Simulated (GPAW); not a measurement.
## Does Zn15NiO16 (ZnO32 Ni1) carry moments in GPAW?

Wanted: the moments of Zn15NiO16 (ZnO32 Ni1) and the energy gained by spin polarisation.

Method: PBE; plane waves with GPAW's PAW setups, scalar-relativistic, in GPAW 26.7.0.

## (1) The structure

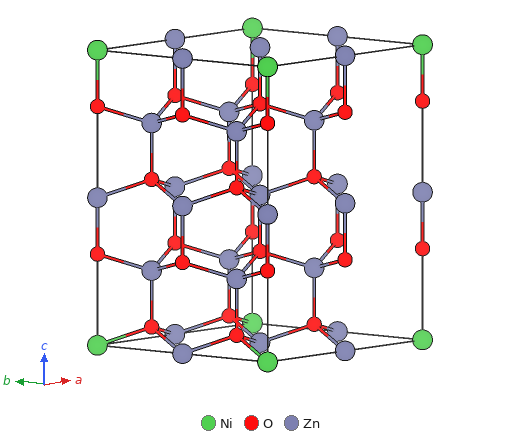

The cell as given, from a free direction (nickel green, oxygen red, zinc blue). Bonds to atoms that aren't drawn are left out. Some periodic images of atoms are drawn too.

The cell is a made-up one and need not be a known phase.

## (2) Start 1: ferro +

Parallel moments need no larger cell; this start tests for a ferromagnetic state only.

The input, order1.py:

```python
import json
import numpy as np
from ase import Atoms
from ase.parallel import paropen, parprint
from gpaw import GPAW

atoms = Atoms(['Ni', 'O', 'Zn', 'O', 'Zn', 'O', 'Zn', 'O', 'Zn', 'O', 'Zn', 'O', 'Zn', 'O', 'Zn', 'O', 'Zn', 'O', 'Zn', 'O', 'Zn', 'O', 'Zn', 'O', 'Zn', 'O', 'Zn', 'O', 'Zn', 'O', 'Zn', 'O'],
    cell=[[6.5, 0.0, 0.0],
         [-3.25, 5.629165, 0.0],
         [0.0, 0.0, 10.414]],
    scaled_positions=[[0.0, 0.0, 0.0],
         [0.166667, 0.333333, 0.059],
         [0.166667, 0.333333, 0.25],
         [0.0, 0.0, 0.309],
         [0.0, 0.0, 0.5],
         [0.166667, 0.333333, 0.559],
         [0.166667, 0.333333, 0.75],
         [0.0, 0.0, 0.809],
         [0.0, 0.5, 0.0],
         [0.166667, 0.833333, 0.059],
         [0.166667, 0.833333, 0.25],
         [0.0, 0.5, 0.309],
         [0.0, 0.5, 0.5],
         [0.166667, 0.833333, 0.559],
         [0.166667, 0.833333, 0.75],
         [0.0, 0.5, 0.809],
         [0.5, 0.0, 0.0],
         [0.666667, 0.333333, 0.059],
         [0.666667, 0.333333, 0.25],
         [0.5, 0.0, 0.309],
         [0.5, 0.0, 0.5],
         [0.666667, 0.333333, 0.559],
         [0.666667, 0.333333, 0.75],
         [0.5, 0.0, 0.809],
         [0.5, 0.5, 0.0],
         [0.666667, 0.833333, 0.059],
         [0.666667, 0.833333, 0.25],
         [0.5, 0.5, 0.309],
         [0.5, 0.5, 0.5],
         [0.666667, 0.833333, 0.559],
         [0.666667, 0.833333, 0.75],
         [0.5, 0.5, 0.809]],
    pbc=True,
    magmoms=[2.0, 0.0, 0.0, 0.0, 0.0, 0.0, 0.0, 0.0, 0.0, 0.0, 0.0, 0.0, 0.0, 0.0, 0.0, 0.0, 0.0, 0.0, 0.0, 0.0, 0.0, 0.0, 0.0, 0.0, 0.0, 0.0, 0.0, 0.0, 0.0, 0.0, 0.0, 0.0])
atoms.calc = GPAW(mode={'name': 'pw', 'ecut': 600},
    xc='PBE',
    kpts={'size': (5, 5, 3), 'gamma': True},
    occupations={'name': 'fermi-dirac', 'width': 0.05},
    convergence={'density': 1e-05, 'energy': 1e-05},
    maxiter=200,
    mixer={'name': 'pulay', 'beta': 0.05, 'nmaxold': 6, 'weight': 50},
    symmetry={'tolerance': 1e-4},
    txt='order1.txt')
e = atoms.get_potential_energy(force_consistent=True)
res = {'free_energy': e, 'energy_sigma0': atoms.get_potential_energy(), 'fermi_energy': atoms.calc.get_fermi_level()}
res['moments'] = atoms.get_magnetic_moments().tolist()
res['total'] = atoms.get_magnetic_moment()
parprint('site moments (muB):', np.round(res['moments'], 3))
parprint(f"total moment: {res['total']:.3f} muB")
parprint(f'free energy: {e:.6f} eV')
atoms.calc.write('order1.gpw')
with paropen('results.json', 'w') as f:
    json.dump(res, f)
```

Run with:

```console
OMP_NUM_THREADS=1 mpirun -n 4 gpaw python order1.py > order1.log
```

Output:

```text
site moments (muB): [ 1.574e+00  6.800e-02  2.000e-03 -0.000e+00 -1.000e-03  2.000e-03
  2.000e-03  7.000e-02  5.000e-03  6.800e-02  2.000e-03  1.000e-03
 -0.000e+00  2.000e-03  2.000e-03 -1.000e-03  5.000e-03 -1.000e-03
 -1.000e-03  1.000e-03 -0.000e+00 -0.000e+00 -1.000e-03 -1.000e-03
  5.000e-03  6.800e-02  2.000e-03  1.000e-03 -0.000e+00  2.000e-03
  2.000e-03 -1.000e-03]
total moment: 2.039 muB
free energy: -150.242734 eV

--- order1.txt ---
Input parameters:
  mode=PW(ecut=600),
  convergence={'density': 1e-05, 'energy': 1e-05},
  kpts=MonkhorstPack(size=(5, 5, 3), gamma=True),
  maxiter=200,
  mixer=Pulay(name='pulay', nmaxold=6, beta=0.05, weight=50, sigma=0.015, g_ss=None),
  occupations=Occupations(name='fermi-dirac', width=0.05),
  symmetry=Symmetry(tolerance=0.0001),
  xc=XC(name='PBE')

Diagonalizing LCAO Hamiltonian
Converting LCAO to pw mode

          Zn      Zn
         O       O
           OZn     OZn
          O       O
            O       O
         Zn      Zn
           Zn      Zn
         OZn     OZn
            Zn      Zn
          OO      OO

         Zn O    Zn O
           Ni      Zn

Atoms  # Å, Bohr magnetons
|    | symbol |         x |        y |        z |    initial magnetic moments |
|----|--------|-----------|----------|----------|-----------------------------|
|  0 |     Ni |  0.000000 | 0.000000 | 0.000000 | ( 0.0000,  0.0000,  2.0000) |
|  1 |      O |  0.000003 | 1.876386 | 0.614426 | ( 0.0000,  0.0000,  0.0000) |
|  2 |     Zn |  0.000003 | 1.876386 | 2.603500 | ( 0.0000,  0.0000,  0.0000) |
|  3 |      O |  0.000000 | 0.000000 | 3.217926 | ( 0.0000,  0.0000,  0.0000) |
|  4 |     Zn |  0.000000 | 0.000000 | 5.207000 | ( 0.0000,  0.0000,  0.0000) |
|  5 |      O |  0.000003 | 1.876386 | 5.821426 | ( 0.0000,  0.0000,  0.0000) |
|  6 |     Zn |  0.000003 | 1.876386 | 7.810500 | ( 0.0000,  0.0000,  0.0000) |
|  7 |      O |  0.000000 | 0.000000 | 8.424926 | ( 0.0000,  0.0000,  0.0000) |
|  8 |     Zn | -1.625000 | 2.814583 | 0.000000 | ( 0.0000,  0.0000,  0.0000) |
|  9 |      O | -1.624997 | 4.690969 | 0.614426 | ( 0.0000,  0.0000,  0.0000) |
| 10 |     Zn | -1.624997 | 4.690969 | 2.603500 | ( 0.0000,  0.0000,  0.0000) |
| 11 |      O | -1.625000 | 2.814583 | 3.217926 | ( 0.0000,  0.0000,  0.0000) |
| 12 |     Zn | -1.625000 | 2.814583 | 5.207000 | ( 0.0000,  0.0000,  0.0000) |
| 13 |      O | -1.624997 | 4.690969 | 5.821426 | ( 0.0000,  0.0000,  0.0000) |
| 14 |     Zn | -1.624997 | 4.690969 | 7.810500 | ( 0.0000,  0.0000,  0.0000) |
| 15 |      O | -1.625000 | 2.814583 | 8.424926 | ( 0.0000,  0.0000,  0.0000) |
| 16 |     Zn |  3.250000 | 0.000000 | 0.000000 | ( 0.0000,  0.0000,  0.0000) |
| 17 |      O |  3.250003 | 1.876386 | 0.614426 | ( 0.0000,  0.0000,  0.0000) |
| 18 |     Zn |  3.250003 | 1.876386 | 2.603500 | ( 0.0000,  0.0000,  0.0000) |
| 19 |      O |  3.250000 | 0.000000 | 3.217926 | ( 0.0000,  0.0000,  0.0000) |
| 20 |     Zn |  3.250000 | 0.000000 | 5.207000 | ( 0.0000,  0.0000,  0.0000) |
| 21 |      O |  3.250003 | 1.876386 | 5.821426 | ( 0.0000,  0.0000,  0.0000) |
| 22 |     Zn |  3.250003 | 1.876386 | 7.810500 | ( 0.0000,  0.0000,  0.0000) |
| 23 |      O |  3.250000 | 0.000000 | 8.424926 | ( 0.0000,  0.0000,  0.0000) |
| 24 |     Zn |  1.625000 | 2.814583 | 0.000000 | ( 0.0000,  0.0000,  0.0000) |
| 25 |      O |  1.625003 | 4.690969 | 0.614426 | ( 0.0000,  0.0000,  0.0000) |
| 26 |     Zn |  1.625003 | 4.690969 | 2.603500 | ( 0.0000,  0.0000,  0.0000) |
| 27 |      O |  1.625000 | 2.814583 | 3.217926 | ( 0.0000,  0.0000,  0.0000) |
| 28 |     Zn |  1.625000 | 2.814583 | 5.207000 | ( 0.0000,  0.0000,  0.0000) |
| 29 |      O |  1.625003 | 4.690969 | 5.821426 | ( 0.0000,  0.0000,  0.0000) |
| 30 |     Zn |  1.625003 | 4.690969 | 7.810500 | ( 0.0000,  0.0000,  0.0000) |
| 31 |      O |  1.625000 | 2.814583 | 8.424926 | ( 0.0000,  0.0000,  0.0000) |

Unit cell  # Å
| periodic |         x |        y |         z |   lengths |     angles |
|----------|-----------|----------|-----------|-----------|------------|
|      yes |  6.500000 | 0.000000 |  0.000000 |  6.500000 |  90.000000 |
|      yes | -3.250000 | 5.629165 |  0.000000 |  6.500000 |  90.000000 |
|      yes |  0.000000 | 0.000000 | 10.414000 | 10.414000 | 120.000001 |

Number of symmetries: 6

BZ-sampling:
  Number of BZ points: 75
  Number of IBZ points: 12

  Monkhorst-Pack size: [5, 5, 3]
  Monkhorst-Pack shift: [0, 0, 0]

K-points  # in reciprocal-cell coordinates
|     |                                coordinates |     weight |
|-----|--------------------------------------------|------------|
|   0 | (  0.00000000,   0.00000000,   0.00000000) | 0.01333333 |
|   1 | (  0.00000000,   0.00000000,   0.33333333) | 0.02666667 |
|   2 | (  0.20000000,   0.00000000,  -0.33333333) | 0.08000000 |
|   3 | (  0.20000000,   0.00000000,   0.00000000) | 0.08000000 |
|   4 | (  0.20000000,   0.00000000,   0.33333333) | 0.08000000 |
|   5 | (  0.40000000,  -0.20000000,   0.00000000) | 0.08000000 |
|   6 | (  0.40000000,  -0.20000000,   0.33333333) | 0.16000000 |
|   7 | (  0.40000000,   0.00000000,  -0.33333333) | 0.08000000 |
|   8 | (  0.40000000,   0.00000000,   0.00000000) | 0.08000000 |
|   9 | (  0.40000000,   0.00000000,   0.33333333) | 0.08000000 |
| ... |                                            |            |
|  11 | (  0.40000000,   0.40000000,   0.33333333) | 0.16000000 |

Plane wave coefficients: 12735
Cutoff: 600.0 eV

Spin-components: 2 (collinear spins)
Bands:           181
Projectors:      176
Spin-degeneracy: 1
Datatype:        complex128

Parallelization:
  kpt:    4
  domain: 1
  band:   1

Density:
  Valence electrons: 292.0
  Components: 2
  Grid points: [40 40 60]
  Charge: 0.0  # |e|

Potential:
  Grid points: [40 40 60]

species:
  Ni:
    name:    Nickel
    Z:       28.0
    valence: 16
    core:    12
    charge:  0.0  # [|e|]
    compensation charges:
      type: gauss
      rc: 0.36  # [Å]
      lmax: 2
    cutoffs:
      filter: 2.14  # [Å]
      core: 1.98  # [Å]
    projectors
    | kind |    occ | energy [eV] | rcut [Å] |
    |------|--------|-------------|----------|
    |   4s |  2.000 |      -5.642 |    1.164 |
    |   3p |  6.000 |     -71.394 |    1.207 |
    |   4p |  0.000 |      -1.226 |    1.207 |
    |   3d |  8.000 |      -8.875 |    1.138 |
    |    s |        |      21.570 |    1.164 |
    |    d |        |      18.337 |    1.138 |

    Using partial waves for Ni as LCAO basis

  O:
    name:    Oxygen
    Z:       8.0
    valence: 6
    core:    2
    charge:  0.0  # [|e|]
    compensation charges:
      type: gauss
      rc: 0.21  # [Å]
      lmax: 2
    cutoffs:
      filter: 1.17  # [Å]
      core: 0.83  # [Å]
    projectors
    | kind |    occ | energy [eV] | rcut [Å] |
    |------|--------|-------------|----------|
    |   2s |  2.000 |     -23.961 |    0.688 |
    |   2p |  4.000 |      -9.029 |    0.598 |
    |    s |        |       3.251 |    0.688 |
    |    p |        |      18.182 |    0.598 |
    |    d |        |       0.000 |    0.619 |

    Using partial waves for O as LCAO basis

  Zn:
    name:    Zinc
    Z:       30.0
    valence: 12
    core:    18
    charge:  0.0  # [|e|]
    compensation charges:
      type: gauss
      rc: 0.37  # [Å]
      lmax: 2
    cutoffs:
      filter: 2.14  # [Å]
      core: 2.28  # [Å]
    projectors
    | kind |    occ | energy [eV] | rcut [Å] |
    |------|--------|-------------|----------|
    |   4s |  2.000 |      -5.977 |    1.286 |
    |   4p |  0.000 |      -1.117 |    1.270 |
    |   3d | 10.000 |     -10.142 |    1.180 |
    |    s |        |      21.234 |    1.286 |
    |    p |        |      26.095 |    1.270 |
    |    d |        |      17.070 |    1.180 |

    Using partial waves for Zn as LCAO basis

Reference energy: -806941.535059  # eV

eigensolver:
  PPCG
  Converge bands: occupied
  niter=2

density mixing:
  Pulay-Mixer
  Linear mixing parameters: 0.05
  Old densities: 6
  Fourier metric: weight=50, sigma=0.015

occupation numbers:
  Fermi-Dirac:
    width: 0.0500  # eV

poisson solver:
  ecut: 4800.0  # eV

xc functional:
  name: PBE with 2 nearest neighbor stencil

convergence criteria:
- Maximum integral of absolute [dens]ity change: 1e-05 electrons / valence electron
- Maximum [total energy] change in last 3 cyles: 1e-05 eV / valence electron
- Maximum integral of absolute [eigenst]ate change: 4e-08 eV^2 / valence electron
maximum number of iterations: 200

SCF iterations
|iter     |      energy | eigst |  dens |  magmom |
|---------|-------------|-------|-------|---------|
|iter:   1|       0s | -173.493666 | +0.88 |       |  +2.0005|
|iter:   2|      41s | -166.915805 | -0.02 | -0.98 |  +2.0005|
|iter:   3|      81s | -149.880687 | +0.71 | -1.03 |  +2.0003|
|iter:   4|     123s | -150.433468 | -0.16 | -1.45 |  +2.0064|
|iter:   5|     164s | -150.243244 | -1.03 | -1.48 |  +2.0140|
|iter:   6|     205s | -150.214130 | -1.27 | -1.62 |  +2.0302|
|iter:   7|     247s | -150.262587 | -1.35 | -2.12 |  +2.0312|
|iter:   8|     288s | -150.212441 | -1.83 | -2.19 |  +2.0335|
|iter:   9|     329s | -150.225212 | -1.73 | -2.32 |  +2.0413|
|iter:  10|     369s | -150.225972 | -1.74 | -2.64 |  +2.0402|
[... 14 iterations left out ...]
|iter:  25|     950s | -150.224836c| -5.74 | -4.50 |  +2.0399|
|iter:  26|     988s | -150.224838c| -6.20 | -4.51 |  +2.0399|
|iter:  27|    1026s | -150.224852c| -6.36 | -4.51 |  +2.0399|
|iter:  28|    1064s | -150.224902c| -6.19 | -4.51 |  +2.0397|
|iter:  29|    1102s | -150.224895c| -6.74 | -4.61 |  +2.0397|
|iter:  30|    1138s | -150.224899c| -7.01 | -4.65 |  +2.0397|
|iter:  31|    1176s | -150.224956c| -6.19 | -4.70 |  +2.0395|
|iter:  32|    1212s | -150.224973c| -6.65 | -4.97 |  +2.0394|
|iter:  33|    1248s | -150.224976c| -7.26 | -5.11c|  +2.0394|
|iter:  34|    1285s | -150.224972c| -7.68c| -5.19c|  +2.0394|

Converged in 34 steps
Energy contributions relative to reference atoms: (reference = -806941.535059)

Energy contributions:
  Kinetic:         335.178859
  Coulomb:        -291.699501
  Zero:              2.115230
  External:          0.000000
  Xc:             -195.801798
  Entropy:          -0.035524
  Spinorbit:         0.000000
  ----------------------------
  Free energy:    -150.242734
  Extrapolated:   -150.224972

dipole moment: (-74.834515, -98.218236, -91.921903)  # |e|*Ang

Total magnetic moment: (0.000000, 0.000000, 2.039389)

Local magnetic moments
|        x |        y |         z |
|----------|----------|-----------|
| 0.000000 | 0.000000 |  1.573963 |  # Ni   0
| 0.000000 | 0.000000 |  0.068128 |  # O    1
| 0.000000 | 0.000000 |  0.002394 |  # Zn   2
| 0.000000 | 0.000000 | -0.000249 |  # O    3
| 0.000000 | 0.000000 | -0.000647 |  # Zn   4
| 0.000000 | 0.000000 |  0.001635 |  # O    5
| 0.000000 | 0.000000 |  0.002172 |  # Zn   6
| 0.000000 | 0.000000 |  0.069723 |  # O    7
| 0.000000 | 0.000000 |  0.004532 |  # Zn   8
| 0.000000 | 0.000000 |  0.068128 |  # O    9
| 0.000000 | 0.000000 |  0.002394 |  # Zn  10
| 0.000000 | 0.000000 |  0.001029 |  # O   11
| 0.000000 | 0.000000 | -0.000418 |  # Zn  12
| 0.000000 | 0.000000 |  0.001635 |  # O   13
| 0.000000 | 0.000000 |  0.002172 |  # Zn  14
| 0.000000 | 0.000000 | -0.001439 |  # O   15
[...]
| 0.000000 | 0.000000 | -0.000756 |  # Zn  22
| 0.000000 | 0.000000 | -0.001439 |  # O   23
| 0.000000 | 0.000000 |  0.004532 |  # Zn  24
| 0.000000 | 0.000000 |  0.068128 |  # O   25
| 0.000000 | 0.000000 |  0.002394 |  # Zn  26
| 0.000000 | 0.000000 |  0.001029 |  # O   27
| 0.000000 | 0.000000 | -0.000418 |  # Zn  28
| 0.000000 | 0.000000 |  0.001635 |  # O   29
| 0.000000 | 0.000000 |  0.002172 |  # Zn  30
| 0.000000 | 0.000000 | -0.001439 |  # O   31

Fermi level: 5.293
Eigenvalues  # (at kpt = [0.000, 0.000, 0.000])
| band index |      eig [eV] | occ [0-1] |      eig [eV] | occ [0-1] |
|------------|---------------|-----------|---------------|-----------|
|          0 |       -60.096 |     1.000 |       -58.061 |     1.000 |
|        ... |               |           |               |           |
|        139 |         3.403 |     1.000 |         3.662 |     1.000 |
|        140 |         3.623 |     1.000 |         3.816 |     1.000 |
|        141 |         3.623 |     1.000 |         3.816 |     1.000 |
|        142 |         3.769 |     1.000 |         4.226 |     1.000 |
|        143 |         3.769 |     1.000 |         4.226 |     1.000 |
|        144 |         3.945 |     1.000 |         4.759 |     1.000 |
|        145 |         4.309 |     1.000 |         5.507 |     0.014 |
|        146 |         4.309 |     1.000 |         5.511 |     0.012 |
|        147 |         4.740 |     1.000 |         5.512 |     0.012 |
|        148 |         7.357 |     0.000 |         7.375 |     0.000 |
|        149 |         7.420 |     0.000 |         7.470 |     0.000 |
|        150 |         9.151 |     0.000 |         9.162 |     0.000 |
|        151 |         9.641 |     0.000 |         9.638 |     0.000 |
|        152 |         9.641 |     0.000 |         9.638 |     0.000 |
|        153 |         9.659 |     0.000 |         9.669 |     0.000 |
|        ... |               |           |               |           |
|        180 |        14.603 |     0.000 |        14.665 |     0.000 |

No gap
No difference between direct/indirect transitions
```

It took 23 min on 4 MPI ranks of Arm Neoverse V2, shared host; peak memory 3.1 GiB.

Spin moment in the augmentation sphere by element, in μB:

```csv
element,atoms,mean,spread (r.m.s.),least,largest
Ni,1,1.57,0.00,1.57,1.57
O,16,0.02,0.03,0.00,0.07
Zn,15,0.00,0.00,0.00,0.00
```

The atoms farthest from the mean of their element:

| atom | x, y, z (Å) | spin moment in the augmentation sphere (μB) |
| --- | --- | --- |
| O8 | 0.00, 0.00, 8.42 | 0.07 |
| O2 | 0.00, 1.88, 0.61 | 0.07 |
| O10 | -1.62, 4.69, 0.61 | 0.07 |
| O26 | 1.63, 4.69, 0.61 | 0.07 |
| O24 | 3.25, 0.00, 8.42 | 0.00 |
| O32 | 1.62, 2.81, 8.42 | 0.00 |
| O16 | -1.62, 2.81, 8.42 | 0.00 |
| O18 | 3.25, 1.88, 0.61 | 0.00 |

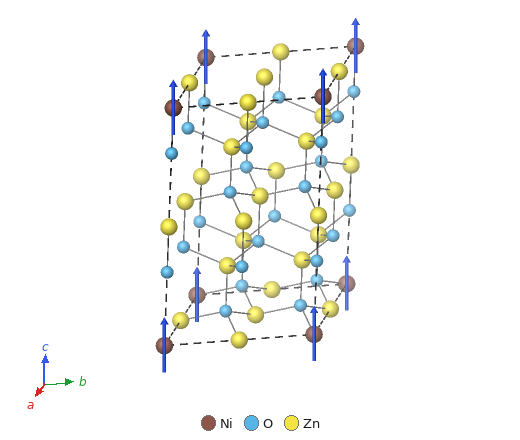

Spin moment in the augmentation sphere as arrows, the longest 1.57 μB. Up and down stand for the sign. Arrows give size and sign along the axis of quantisation, drawn up and down the page. Bonds to atoms that aren't drawn are left out. Some periodic images of atoms are drawn too.

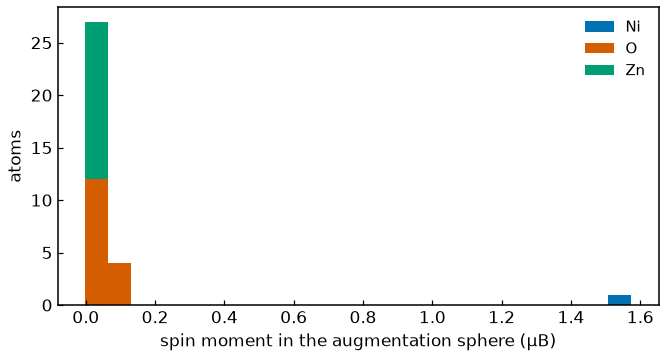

Spin moment in the augmentation sphere as a stacked histogram.

This step gave:

* magnetization: 2.039 μB
* final state: ferromagnetic

After 34 cycles the largest moment stands at 1.57 μB.

(Continued in part 2 of 2.)

[Logs and program files are shortened in this print: banners, set-up blocks, solver, clock and traceback lines can be left out without a mark of their own.]

[Logs are printed without paths, hosts, clocks, repeated set-up lines and the standing remarks that a program may print on its own settings, such as how far it seeks lower states.]

[Hosts, paths, dates, database ids (printed as entryN), source tags and the programs' standing remarks are cut or masked in the printed files.]

[Where a cell is said to come from a database of computed structures, the database is the Materials Project.]
